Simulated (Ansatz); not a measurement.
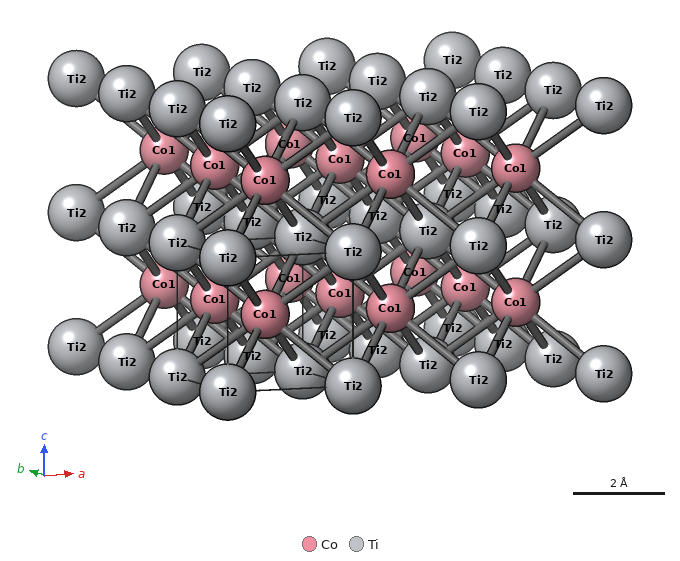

Fig. 1: The structure of the first run (ball-and-stick view of the cell of the calculation, repeated 3 × 3 × 2, seen slightly off an axis; atoms are numbered from 1 in the order of the input). An atom can appear more than once, as a periodic image. Near neighbours in the periodic cell (some may lie outside the picture): Co has 8 Ti at 2.59 Å; Ti has 8 Co at 2.59 Å.

## What a change does: geometry relaxation on TiCo

System: TiCo (Pm-3m, 2 atoms in the cell).
Method of the first run: Kohn-Sham DFT of a periodic cell, PBE, all-electron LAPW, scalar-relativistic, spin-polarised (Ansatz 0.2.0).

The structure derives from a Materials Project entry. Text and figures count atoms from 1; the logs count them from 0 in places.

### Input, the first run
```yaml
crystal:
  lattice:
    - [2.98611099, 0.0, 0.0]
    - [0.0, 2.98611099, 0.0]
    - [0.0, 0.0, 2.98611099]
  atoms:
    - { symbol: Co, position: [0.5, 0.5, 0.5], spin: 2.0 }
    - { symbol: Ti, position: [0.0, 0.0, 0.0], spin: 1.0 }
kpoints:
  mp_grid: { grid: [9, 9, 9] }
scf:
  occupations: { method: fermi_dirac, width: 0.05 }
hamiltonian:
  xc: pbe
  pseudopotentials: { kind: all_electron, lapw: { basis_error: 0.001 } }
magnetization:
  spin_polarized: true
output:
  forces: true
  stress: true
relax:
  f_tol: 0.01
  max_steps: 60
  cell: {}
```

Command:
```bash
ansatz run input.yaml --threads 2 --pin off --max-ram 6144MiB --backend cpu --events-out ev --progress --plain --runs-dir out
```

Hardware: 2 threads of Arm Neoverse V2, 24 GiB of memory available, shared host.

### Output, shortened to warnings, some set-up lines, iterations and results (the first run)
```
Basis set: ecut = 297.2772677664823 eV, 305 PW (Γ), exchange–correlation at level 2
Symmetry: 48 space group operations
k-points: 35 of 729
Initial density: superposition of atomic densities (chi_scale 0.1, normalization cell)
[...]
SCF iter   1: F=—  HF=-61150.893546 eV  |F-HF|=—  |Δ(HF+E_count)|=         —  Δρ=4.19e-2 (↑4.19e-2 ↓3.78e-2)  dr2=7.27e-1  dr2_m=2.86e-1  M=1.359 μB ∫|m|=1.419 μB  β_m=0.30  …
SCF iter   2: F=—  HF=-61151.152811 eV  |F-HF|=—  |Δ(HF+E_count)|=   2.59e-1  Δρ=3.02e-2 (↑3.02e-2 ↓2.73e-2)  dr2=1.92e-1  dr2_m=1.73e-1  M=1.228 μB ∫|m|=1.339 μB  β_m=0.59  …
SCF iter   3: F=—  HF=-61151.926639 eV  |F-HF|=—  |Δ(HF+E_count)|=         —  Δρ=3.07e-2 (↑2.08e-2 ↓3.07e-2)  dr2=8.91e-1  dr2_m=5.33e-2  M=0.732 μB ∫|m|=0.886 μB  β_m=0.59  …
SCF iter   4: F=—  HF=-61152.001382 eV  |F-HF|=—  |Δ(HF+E_count)|=   7.47e-2  Δρ=4.21e-2 (↑3.73e-2 ↓4.21e-2)  dr2=2.67e0  dr2_m=4.90e-3  M=0.816 μB ∫|m|=1.098 μB  β_m=0.33  …
SCF iter   5: F=—  HF=-61151.746768 eV  |F-HF|=—  |Δ(HF+E_count)|=   2.55e-1  Δρ=9.97e-3 (↑7.94e-3 ↓9.97e-3)  dr2=8.48e-2  dr2_m=9.08e-3  M=0.821 μB ∫|m|=0.996 μB  β_m=0.44  …
[... 20 lines ...]
SCF iter   1: F=—  HF=-61151.726588 eV  |F-HF|=—  |Δ(HF+E_count)|=         —  Δρ=3.10e-7 (↑2.78e-7 ↓3.10e-7)  dr2=6.64e-11  dr2_m=3.24e-12  M=0.829 μB ∫|m|=1.058 μB  β_m=0.65 …
SCF iter   2: F=—  HF=-61151.726588 eV  |F-HF|=—  |Δ(HF+E_count)|=   1.78e-9  Δρ=3.29e-7 (↑3.29e-7 ↓2.80e-7)  dr2=2.52e-12  dr2_m=2.21e-11  M=0.829 μB ∫|m|=1.058 μB  β_m=0.39 …
SCF iter   3: F=-61151.726588 eV  HF=-61151.726588 eV  |F-HF|=1.73e-8  |Δ(HF+E_count)|=   1.41e-9  Δρ=2.29e-6 (↑1.04e-6 ↓2.29e-6)  dr2=4.66e-9  dr2_m=1.12e-10  M=0.829 μB …
SCF 3 converged in 3 iterations: F = -61151.726588 eV  dr2 = 4.66e-9
relax step   3: F+E_penalty+E_count = -61151.72658811 eV  Δ(F+E_penalty+E_count) = -3.146e-7 eV  max|allowed force component| = 1.183e-30 eV/Å  Δτ_max = 0.0000 Å  P = -0.025 …
basis re-selected at this cell: Δ(F+E_penalty+E_count) = -3.146e-7 eV, ΔP = -0.000 GPa vs the last step (what re-selecting the basis moved, after the strain that the cell walked since its last selection, with what the two solves' SCF thresholds leave and, on support functions, any second-order …
SCF converged after 3 iterations
Magnetization: 0.8293 μB (17.9147 up, 17.0853 down)
Absolute magnetization: 1.0583 μB (∫|ρ↑−ρ↓|)
Spin contamination: 0.0751 ħ² per cell (⟨S²⟩ above its minimum at these occupations)
Per-site moments (μB) at R_I (Å): [(0.9344458869405532, 1.2627562260369882), (-0.03567538295434147, 1.2433313093378426)]
Free energy (F): -61151.726588 eV
Harris-Foulkes:  -61151.726588 eV  (|F-HF|=1.73e-8)
Internal energy: -61151.710144 eV  (E = F + TS)
E sigma→0 (E₀):  -61151.718366 eV
Entropy (-TS):   -0.016444 eV (-8.222 meV/atom)
Fermi energy:    17.160307 eV
--- Per-component energies (eV) ---
  E_band       = -2919.970836
  E_kinetic    = 61940.042400
  E_xc         = -2772.931215
  E_electrostatic = -120318.821329  (all electrons and nuclei)
  E_smearing   = -0.016444  (= −TS)
  E_closure    = 0.000000  (closes the sum)
  E_atoms      = -61135.910313  (free atoms, spherical and without spin; not in F)
  Σ components = -61151.726588   (vs F -61151.726588, Δ=0.00e0)
  Basis errors (estimates in eV, not in F): energy 2.2e-4 per atom: plane waves 1.8e-4 (9.9e-5 summed), levels above the bands 2.1e-30, relativity 9.9e-9, radial functions 3.6e-5, core shells 1.5e-7; eigenvalues (radial functions only) 8.1e-7; not estimated: angular momenta, meshes, grids; target …
--- Forces (eV/Å), atoms counted from 1 ---
  atom   1  Co     0.00000000     0.00000000     0.00000000
  atom   2  Ti    -0.00000000    -0.00000000     0.00000000
  max |Σ_I F_I| component: 7.89e-31 eV/Å
--- Stress (GPa, compression-positive) ---
       -0.025367      -0.000000       0.000000
       -0.000000      -0.025367       0.000000
        0.000000       0.000000      -0.025367
  P = ⅓ Tr σ = -0.0254 GPa (-0.254 kbar)
--- Relaxed structure (2 steps of the walk, 2 accepted, 1 SCFs on fresh bases) ---
  F+E_penalty+E_count = -61151.72658811 eV   max|allowed force component| = 1.183e-30 eV/Å   (the final SCF, on the basis selected at the relaxed cell)
  cell:  # Å, volume = 26.5510 Å³
    - [2.983279040663444, 2.2067947279437074e-35, 0.0]
[...]
```

For the second run the input was changed thus:
```diff
-  xc: pbe
+  xc: blyp
+  dispersion: d4
```

Predict how the results change.

The total energies belong to different models, so their difference says nothing on which is more stable or more accurate. The net moment of the cell goes from 0.83 to 0.77 μB. The volume per atom goes from 13.28 to 13.12 Å³. The functional changes from PBE to BLYP.

### Output, shortened to warnings, some set-up lines, iterations and results (the second run)
```
Basis set: ecut = 295.9206775153237 eV, 305 PW (Γ), exchange–correlation at level 2
Symmetry: 48 space group operations
k-points: 35 of 729
Initial density: superposition of atomic densities (chi_scale 0.1, normalization cell)
[...]
SCF iter   1: F=—  HF=-61166.467599 eV  |F-HF|=—  |Δ(HF+E_count)|=         —  Δρ=4.06e-2 (↑4.06e-2 ↓3.99e-2)  dr2=7.67e-1  dr2_m=2.93e-1  M=1.338 μB ∫|m|=1.406 μB  β_m=0.30  …
SCF iter   2: F=—  HF=-61166.765412 eV  |F-HF|=—  |Δ(HF+E_count)|=   2.98e-1  Δρ=2.88e-2 (↑2.88e-2 ↓2.77e-2)  dr2=1.70e-1  dr2_m=1.71e-1  M=1.228 μB ∫|m|=1.342 μB  β_m=0.55  …
SCF iter   3: F=—  HF=-61167.521891 eV  |F-HF|=—  |Δ(HF+E_count)|=         —  Δρ=3.56e-2 (↑2.24e-2 ↓3.56e-2)  dr2=9.66e-1  dr2_m=9.00e-2  M=0.669 μB ∫|m|=0.794 μB  β_m=0.55  …
SCF iter   4: F=—  HF=-61167.594812 eV  |F-HF|=—  |Δ(HF+E_count)|=   7.29e-2  Δρ=4.00e-2 (↑3.67e-2 ↓4.00e-2)  dr2=2.46e0  dr2_m=5.67e-3  M=0.822 μB ∫|m|=1.035 μB  β_m=0.32  …
SCF iter   5: F=—  HF=-61167.304880 eV  |F-HF|=—  |Δ(HF+E_count)|=   2.90e-1  Δρ=1.38e-2 (↑9.61e-3 ↓1.38e-2)  dr2=1.21e-1  dr2_m=1.89e-2  M=0.765 μB ∫|m|=0.903 μB  β_m=0.44  …
[... 32 lines ...]
SCF iter   1: F=—  HF=-61167.276648 eV  |F-HF|=—  |Δ(HF+E_count)|=         —  Δρ=3.97e-7 (↑1.74e-7 ↓3.97e-7)  dr2=4.15e-11  dr2_m=1.00e-11  M=0.774 μB ∫|m|=0.922 μB  β_m=0.65 …
SCF iter   2: F=—  HF=-61167.276648 eV  |F-HF|=—  |Δ(HF+E_count)|=   1.85e-9  Δρ=4.63e-7 (↑4.63e-7 ↓3.87e-7)  dr2=7.22e-12  dr2_m=4.26e-11  M=0.774 μB ∫|m|=0.922 μB  β_m=0.65 …
SCF iter   3: F=-61167.276648 eV  HF=-61167.276648 eV  |F-HF|=2.36e-8  |Δ(HF+E_count)|=   1.68e-9  Δρ=2.69e-6 (↑1.22e-6 ↓2.69e-6)  dr2=6.05e-9  dr2_m=2.00e-10  M=0.774 μB …
SCF 4 converged in 3 iterations: F = -61167.276648 eV  dr2 = 6.05e-9
relax step   4: F+E_penalty+E_count = -61167.27664798 eV  Δ(F+E_penalty+E_count) = -3.090e-7 eV  max|allowed force component| = 4.273e-31 eV/Å  Δτ_max = 0.0000 Å  P = +0.004 …
basis re-selected at this cell: Δ(F+E_penalty+E_count) = -3.090e-7 eV, ΔP = -0.000 GPa vs the last step (what re-selecting the basis moved, after the strain that the cell walked since its last selection, with what the two solves' SCF thresholds leave and, on support functions, any second-order …
SCF converged after 3 iterations
Magnetization: 0.7744 μB (17.8872 up, 17.1128 down)
Absolute magnetization: 0.9220 μB (∫|ρ↑−ρ↓|)
Spin contamination: 0.0558 ħ² per cell (⟨S²⟩ above its minimum at these occupations)
Per-site moments (μB) at R_I (Å): [(0.8251064900457941, 1.2603125510670645), (-0.0008405653177181449, 1.2357703368893511)]
Free energy (F): -61167.276648 eV
Harris-Foulkes:  -61167.276648 eV  (|F-HF|=2.36e-8)
Internal energy: -61167.259345 eV  (E = F + TS)
E sigma→0 (E₀):  -61167.267996 eV
Entropy (-TS):   -0.017303 eV (-8.652 meV/atom)
Fermi energy:    17.881819 eV
--- Per-component energies (eV) ---
  E_band       = -2895.054721
  E_kinetic    = 61963.646546
  E_xc         = -2788.657973
  E_electrostatic = -120341.068793  (all electrons and nuclei)
  E_disp       = -1.179125  (pairwise vdW)
  E_smearing   = -0.017303  (= −TS)
  E_closure    = 0.000000  (closes the sum)
  E_atoms      = -61152.388824  (free atoms, spherical and without spin; not in F)
  Σ components = -61167.276648   (vs F -61167.276648, Δ=0.00e0)
  Basis errors (estimates in eV, not in F): energy 2.5e-4 per atom: plane waves 2.1e-4 (1.2e-4 summed), levels above the bands 6.3e-30, relativity 9.6e-8, radial functions 4.2e-5, core shells 1.8e-7; eigenvalues (radial functions only) 8.4e-7; not estimated: angular momenta, meshes, grids; target …
--- Forces (eV/Å), atoms counted from 1 ---
  atom   1  Co     0.00000000    -0.00000000    -0.00000000
  atom   2  Ti     0.00000000    -0.00000000    -0.00000000
  max |Σ_I F_I| component: 8.55e-31 eV/Å
--- Stress (GPa, compression-positive) ---
        0.003802      -0.000000      -0.000000
       -0.000000       0.003802      -0.000000
       -0.000000      -0.000000       0.003802
  P = ⅓ Tr σ = 0.0038 GPa (0.038 kbar)
--- Relaxed structure (3 steps of the walk, 3 accepted, 1 SCFs on fresh bases) ---
  F+E_penalty+E_count = -61167.27664798 eV   max|allowed force component| = 4.273e-31 eV/Å   (the final SCF, on the basis selected at the relaxed cell)
  cell:  # Å, volume = 26.2343 Å³
[...]
```

### The two runs side by side

| quantity | the first run | the second run |
| --- | --- | --- |
| outcome | converged | converged |
| free energy per atom (eV) | −30575.8633 | −30583.6383 |
| energy per atom, smearing taken to zero (eV) | −30575.8592 | −30583.6340 |
| net moment of the cell (μB) | 0.83 | 0.77 |
| absolute moment of the cell (μB) | 1.06 | 0.92 |
| pressure (GPa) | −0.03 | 0.00 |
| volume per atom (Å³) | 13.28 | 13.12 |
| largest force (eV/Å) | 0.000 | 0.000 |
| irreducible k-points | 35 | 35 |
| SCF iterations | – | 34 |
